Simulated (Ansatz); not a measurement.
## ZnCu$_{2}$SnS$_{4}$: a changed input and its effect

System: ZnCu$_{2}$SnS$_{4}$ (I-42m, 8 atoms in the cell).
Method of the first run: DFT, r2SCAN, plane waves, PAW, no spin polarisation (Ansatz 0.2.0).

The structure was built on a prototype by a generator; it need not be a known phase. The geometry comes from this level: r2SCAN. Text and figures count atoms from 1; the logs count them from 0 in places.

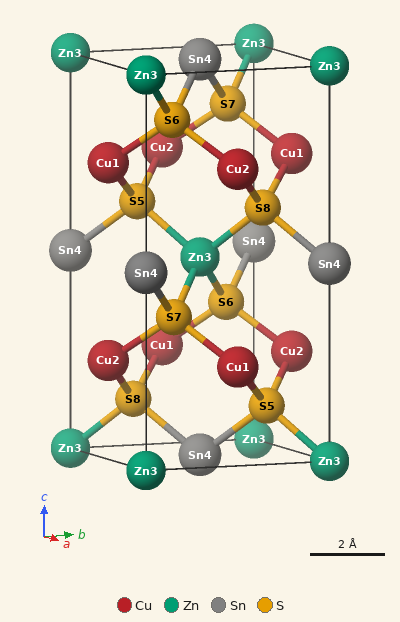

The input geometry (ball-and-stick view of the cell 2 times as large as that of the calculation, set on its symmetry axes, seen slightly off an axis; atoms are numbered from 1 in the order of the input).

### Input file, the first run
```yaml
crystal:
  lattice:
    - [-2.7021619596, 2.7021619596, 5.4272154584]
    - [2.7021619596, -2.7021619596, 5.4272154584]
    - [2.7021619596, 2.7021619596, -5.4272154584]
  atoms:
    - { symbol: Cu, position: [0.75, 0.25, 0.5] }
    - { symbol: Cu, position: [0.25, 0.75, 0.5] }
    - { symbol: Zn, position: [0.0, 0.0, 0.0] }
    - { symbol: Sn, position: [0.5, 0.5, 0.0] }
    - { symbol: S, position: [0.8904178857, 0.8904178857, 0.5151336511] }
    - { symbol: S, position: [0.1095821143, 0.6247157654, 0.0] }
    - { symbol: S, position: [0.6247157654, 0.1095821143, 0.0] }
    - { symbol: S, position: [0.3752842346, 0.3752842346, 0.4848663489] }
kpoints:
  mp_grid: { grid: [6, 6, 6] }
  band_path:
    path:
      - [0.0, 0.0, 0.0]
      - [0.0, 0.0, 0.5]
      - [0.25, 0.25, 0.25]
      - [0.0, 0.5, 0.0]
      - [0.5, 0.5, -0.5]
      - [0.3119738724, 0.6880261276, -0.3119738724]
      - [-0.3119738724, 0.3119738724, 0.3119738724]
      - [-0.1239477448, 0.1239477448, 0.5]
      - [0.5, 0.5, -0.1239477448]
    npoints: 1
hamiltonian:
  xc: r2scan
scf:
  occupations: { method: fermi_dirac, width: 0.02 }
  n_extra_bands: 6
output:
  forces: true
  stress: true
  eigenvalues: true
  write_density: true
  write_potential: true
  elf: true
  volumetric_format: npy
```

Command:
```bash
ansatz run input.yaml --threads 4 --pin off --max-ram 7372MiB --backend cpu --events-out ev --progress --plain --runs-dir out
```

Hardware: 4 threads of Intel Xeon (Granite Rapids), 96 GiB of memory available, shared host.

### Output, shortened to warnings, some set-up lines, iterations and results (the first run)
```
Basis set: ecut = 500 eV, 3987 PW (Γ), exchange–correlation on 200×200×200 points (64 copies of the dense FFT grid, shifted against one another)
Symmetry: 8 space group operations
k-points: 30 of 216 (time reversal used)
Initial density: superposition of atomic densities (neutral atoms: chi_scale 0, normalization atom), corrected by the library's trained network
[...]
SCF iter   1: F=—  HF=-26254.692064 eV  |F-HF|=—  |Δ(HF+E_count)|=         —  Δρ=2.50e-2  dr2=6.61e-1  dr2_τ=2.58e-2  ethr=1.77e-3  ⟨swp⟩=7.6  Hψ=6390  notcnv=0  defer=1
SCF iter   2: F=—  HF=-26254.727507 eV  |F-HF|=—  |Δ(HF+E_count)|=   3.54e-2  Δρ=1.96e-2  dr2=3.59e-1  dr2_τ=4.38e-3  ethr=7.51e-4  ⟨swp⟩=2.8  Hψ=3206  notcnv=0  defer=44
SCF iter   3: F=—  HF=-26254.629765 eV  |F-HF|=—  |Δ(HF+E_count)|=   9.77e-2  Δρ=6.20e-3  dr2=4.63e-2  dr2_τ=2.42e-4  ethr=4.08e-4  ⟨swp⟩=2.0  Hψ=2834  notcnv=0  defer=45
SCF iter   4: F=—  HF=-26254.623609 eV  |F-HF|=—  |Δ(HF+E_count)|=   6.16e-3  Δρ=1.81e-3  dr2=2.84e-3  dr2_τ=5.12e-5  ethr=5.26e-5  ⟨swp⟩=2.0  Hψ=2169  notcnv=0  defer=45
SCF iter   5: F=—  HF=-26254.622912 eV  |F-HF|=—  |Δ(HF+E_count)|=   6.97e-4  Δρ=9.32e-4  dr2=8.83e-4  dr2_τ=6.34e-6  ethr=3.22e-6  ⟨swp⟩=2.0  Hψ=2396  notcnv=0  defer=45
SCF iter   6: F=—  HF=-26254.623179 eV  |F-HF|=—  |Δ(HF+E_count)|=   2.67e-4  Δρ=3.69e-4  dr2=2.26e-4  dr2_τ=4.73e-6  ethr=1.00e-6  ⟨swp⟩=2.0  Hψ=2129  notcnv=0  defer=44
SCF iter   7: F=—  HF=-26254.623156 eV  |F-HF|=—  |Δ(HF+E_count)|=   2.36e-5  Δρ=2.43e-4  dr2=8.03e-5  dr2_τ=2.60e-7  ethr=2.56e-7  ⟨swp⟩=2.0  Hψ=2488  notcnv=0  defer=44
SCF iter   8: F=—  HF=-26254.623126 eV  |F-HF|=—  |Δ(HF+E_count)|=   2.98e-5  Δρ=4.52e-5  dr2=3.35e-6  dr2_τ=1.55e-8  ethr=9.13e-8  ⟨swp⟩=2.0  Hψ=1801  notcnv=0  defer=44
SCF iter   9: F=—  HF=-26254.623126 eV  |F-HF|=—  |Δ(HF+E_count)|=   1.45e-7  Δρ=7.90e-6  dr2=1.15e-7  dr2_τ=2.24e-9  ethr=3.81e-9  ⟨swp⟩=2.0  Hψ=2594  notcnv=0  defer=44
SCF iter  10: F=-26254.623126 eV  HF=-26254.623126 eV  |F-HF|=1.82e-10  |Δ(HF+E_count)|=   1.70e-8  Δρ=1.92e-6  dr2=8.54e-9  dr2_τ=2.27e-10  ethr=1.14e-10  ⟨swp⟩=14.6  …
SCF 1 converged in 10 iterations: F = -26254.623126 eV  dr2 = 8.54e-9
NSCF: frozen V_eff on 9 k-points
SCF converged after 10 iterations
Free energy (F): -26254.623126 eV
Harris-Foulkes:  -26254.623126 eV  (|F-HF|=1.82e-10)
Internal energy: -26254.623124 eV  (E = F + TS)
E sigma→0 (E₀):  -26254.623125 eV
Entropy (-TS):   -0.000001 eV (-0.000 meV/atom)
Fermi energy:    8.326154 eV
--- Per-component energies (eV) ---
  E_band       = -1164.933071
  E_kinetic    = 1344.425672
  E_local      = -14980.950576  (includes V_loc(G=0)·N_el)
  E_nonlocal   = 1507.635995
  E_hartree    = 6755.070406
  E_xc         = -1029.553866
  E_vxc        = -780.042991  (∫ρ·V_xc dr)
  E_paw        = -11822.687130  (= ΣΔE_a)
  E_vpaw       = -1810.550853  (= ΣTr[D̂ρ^β])
  E_aug_tail   = 0.000240  (compensation charges beyond the density's cutoff)
  E_vtau       = 44.414375  (kinetic-family band-sum trace: ∫τ·v_τ [+ j·A + Jᵃ·Aᵃ] dr)
  E_ewald      = -8028.075282
  E_core_change = -0.488582  (= ΣΔE_core)
  E_smearing   = -0.000001  (= −TS)
  E_closure    = 0.000000  (closes the sum)
  Σ components = -26254.623126   (vs F -26254.623126, Δ=0.00e0)
--- Forces (eV/Å), atoms counted from 1 ---
  atom   1  Cu     0.00000000    -0.00000000     0.00000000
  atom   2  Cu     0.00000000     0.00000000     0.00000000
  atom   3  Zn     0.00000000     0.00000000     0.00000000
  atom   4  Sn     0.00000000     0.00000000     0.00000000
  atom   5  S     -0.00036624    -0.00036624    -0.00014970
  atom   6  S     -0.00036624     0.00036624     0.00014970
  atom   7  S      0.00036624    -0.00036624     0.00014970
  atom   8  S      0.00036624     0.00036624    -0.00014970
  max |Σ_I F_I| component: 3.06e-17 eV/Å
--- Stress (GPa, compression-positive) ---
       -0.006690      -0.000000      -0.000000
        0.000000      -0.006690       0.000000
        0.000000      -0.000000      -0.009017
  P = ⅓ Tr σ = -0.0075 GPa (-0.075 kbar)
```

For the second run the input was changed thus:
```diff
-  xc: r2scan
+  xc: lda
-  write_density: true
-  write_potential: true
-  elf: true
-  volumetric_format: npy
```

Predict how the results change.

The total energies belong to different methods, so their difference says nothing on which is more stable or more accurate. The gap of 0.33 eV on the mesh closes. The pressure goes from −0.01 to −3.87 GPa. The largest force goes from 0.001 to 0.279 eV/Å. The functional changes from r2SCAN to LDA. The SCF takes 9 iterations against 10. The default cutoff goes from 500 to 420 eV with the change. The plane waves at Γ go from 3987 to 3075. On the same kind of shared host the second run took about 0.41 times as long.

### Output, shortened to warnings, some set-up lines, iterations and results (the second run)
```
Basis set: ecut = 420 eV, 3075 PW (Γ)
Symmetry: 8 space group operations
k-points: 30 of 216 (time reversal used)
Initial density: superposition of atomic densities (neutral atoms: chi_scale 0, normalization atom), corrected by the library's trained network
[...]
SCF iter   1: F=—  HF=-25719.140527 eV  |F-HF|=—  |Δ(HF+E_count)|=         —  Δρ=1.04e-2  dr2=1.05e-1  ethr=1.77e-3  ⟨swp⟩=7.5  Hψ=6343  notcnv=0  defer=1
SCF iter   2: F=—  HF=-25719.129863 eV  |F-HF|=—  |Δ(HF+E_count)|=   1.07e-2  Δρ=7.91e-3  dr2=8.21e-2  ethr=1.19e-4  ⟨swp⟩=2.3  Hψ=3184  notcnv=0  defer=41
SCF iter   3: F=—  HF=-25719.114728 eV  |F-HF|=—  |Δ(HF+E_count)|=   1.51e-2  Δρ=3.94e-3  dr2=1.64e-2  ethr=9.33e-5  ⟨swp⟩=2.0  Hψ=2082  notcnv=0  defer=41
SCF iter   4: F=—  HF=-25719.110235 eV  |F-HF|=—  |Δ(HF+E_count)|=   4.49e-3  Δρ=1.19e-3  dr2=1.56e-3  ethr=1.86e-5  ⟨swp⟩=2.5  Hψ=2600  notcnv=0  defer=41
SCF iter   5: F=—  HF=-25719.109806 eV  |F-HF|=—  |Δ(HF+E_count)|=   4.29e-4  Δρ=3.90e-4  dr2=2.04e-4  ethr=1.77e-6  ⟨swp⟩=2.4  Hψ=2342  notcnv=0  defer=41
SCF iter   6: F=—  HF=-25719.109791 eV  |F-HF|=—  |Δ(HF+E_count)|=   1.43e-5  Δρ=1.15e-4  dr2=2.92e-5  ethr=2.32e-7  ⟨swp⟩=2.7  Hψ=2379  notcnv=0  defer=41
SCF iter   7: F=—  HF=-25719.109821 eV  |F-HF|=—  |Δ(HF+E_count)|=   2.97e-5  Δρ=4.19e-5  dr2=3.02e-6  ethr=3.32e-8  ⟨swp⟩=2.2  Hψ=2259  notcnv=0  defer=41
SCF iter   8: F=—  HF=-25719.109822 eV  |F-HF|=—  |Δ(HF+E_count)|=   6.80e-7  Δρ=2.67e-5  dr2=8.19e-7  ethr=3.43e-9  ⟨swp⟩=2.4  Hψ=2479  notcnv=0  defer=41
SCF iter   9: F=-25719.109821 eV  HF=-25719.109822 eV  |F-HF|=6.15e-8  |Δ(HF+E_count)|=   3.15e-8  Δρ=5.49e-6  dr2=4.68e-8  ethr=1.14e-10  ⟨swp⟩=9.2  Hψ=7078  notcnv=0
SCF 1 converged in 9 iterations: F = -25719.109821 eV  dr2 = 4.68e-8
NSCF: frozen V_eff on 9 k-points
SCF converged after 9 iterations
Free energy (F): -25719.109821 eV
Harris-Foulkes:  -25719.109822 eV  (|F-HF|=6.15e-8)
Internal energy: -25719.109457 eV  (E = F + TS)
E sigma→0 (E₀):  -25719.109639 eV
Entropy (-TS):   -0.000364 eV (-0.046 meV/atom)
Fermi energy:    7.946392 eV
--- Per-component energies (eV) ---
  E_band       = -1114.579955
  E_kinetic    = 1349.576914
  E_local      = -14964.511611  (includes V_loc(G=0)·N_el)
  E_nonlocal   = 1509.166713
  E_hartree    = 6713.201083
  E_xc         = -1074.722487
  E_vxc        = -730.631553  (∫ρ·V_xc dr)
  E_paw        = -11227.238980  (= ΣΔE_a)
  E_vpaw       = -1704.558641  (= ΣTr[D̂ρ^β])
  E_aug_tail   = 0.000044  (compensation charges beyond the density's cutoff)
  E_ewald      = -8028.075282
  E_core_change = 3.494150  (= ΣΔE_core)
  E_smearing   = -0.000364  (= −TS)
  E_closure    = -0.000000  (closes the sum)
  Σ components = -25719.109821   (vs F -25719.109821, Δ=0.00e0)
--- Forces (eV/Å), atoms counted from 1 ---
  atom   1  Cu     0.00000000    -0.00000000     0.00000000
  atom   2  Cu     0.00000000     0.00000000     0.00000000
  atom   3  Zn     0.00000000     0.00000000    -0.00000000
  atom   4  Sn     0.00000000     0.00000000     0.00000000
  atom   5  S      0.09577083     0.09577083     0.24336964
  atom   6  S      0.09577083    -0.09577083    -0.24336964
  atom   7  S     -0.09577083     0.09577083    -0.24336964
  atom   8  S     -0.09577083    -0.09577083     0.24336964
  max |Σ_I F_I| component: 5.55e-17 eV/Å
--- Stress (GPa, compression-positive) ---
       -3.888319       0.000000       0.000000
        0.000000      -3.888319      -0.000000
        0.000000      -0.000000      -3.829820
  P = ⅓ Tr σ = -3.8688 GPa (-38.688 kbar)
```

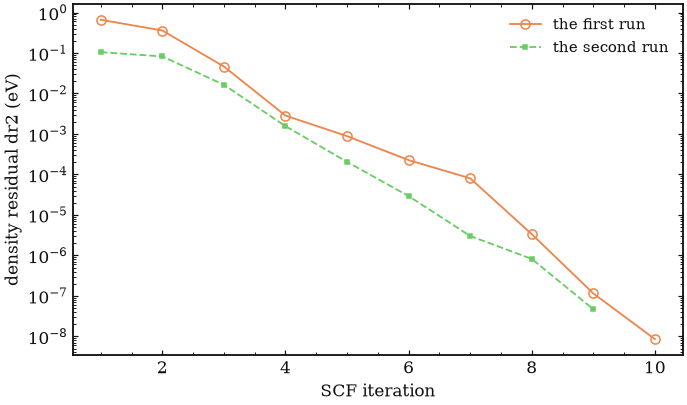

Convergence of the two runs: density residual dr2 against the SCF iteration. The first run takes 10 iterations in all, and the second run takes 9.

### The two runs side by side

| quantity | the first run | the second run |
| --- | --- | --- |
| outcome | converged | converged |
| free energy per atom (eV) | −3281.8279 | −3214.8887 |
| gap on the mesh (eV) | 0.33 | 0.00 |
| pressure (GPa) | −0.01 | −3.87 |
| largest force (eV/Å) | 0.001 | 0.279 |
| SCF iterations | 10 | 9 |
| irreducible k-points | 30 | 30 |
| plane waves at Γ | 3987 | 3075 |
| wall time (shared host) | 11 s | 4.7 s |
